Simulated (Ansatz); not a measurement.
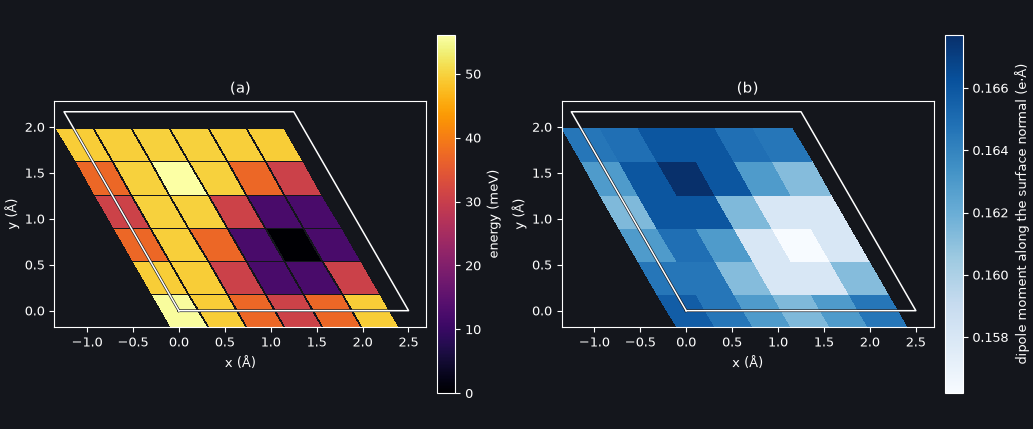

CO on a C(001) slab cut from the P6_3/mmc phase, its upper half relaxed before the scan (40 atoms of substrate and one adsorbate in a 2 × 2 cell). CO (O end down) is moved over the surface cell at a fixed height above a rigid substrate; the origin of the map has the adsorbate above C33; the height is held at 2.70 Å. Places are given modulo a cell vector. The map is drawn in real space over the plane of the surface. The scan uses a 6 × 6 grid; 10 points were computed and 26 follow by symmetry. Places are given in fractions of the 1 × 1 surface cell. Energies are in meV, from the lowest grid point. At a fixed height the lowest place need not be the adsorption site. Computed with DFT PBE+D3(BJ), scalar-relativistic, plane waves, PAW (Ansatz). Settings: cutoff 420 eV, k-mesh 6×6×1, gaussian smearing 0.05 eV, no spin polarisation.

Panel (a) is the energy; panel (b) is the computed dipole moment along the surface normal, in e·Å.

In the figure: one coloured cell a grid point, the outline of one cell of the plane.

### How does the dipole moment along the surface normal vary over the map, and what is it at the lowest grid point?

It runs from 0.16 e·Å at a sixfold hollow, (4/6, 2/6) of the cell vectors to 0.17 e·Å at the top site over a surface C atom, (2/6, 4/6) of the cell vectors. At the lowest grid point, a sixfold hollow, (4/6, 2/6) of the cell vectors, it is 0.16 e·Å.

PAW datasets: the set soft_1.
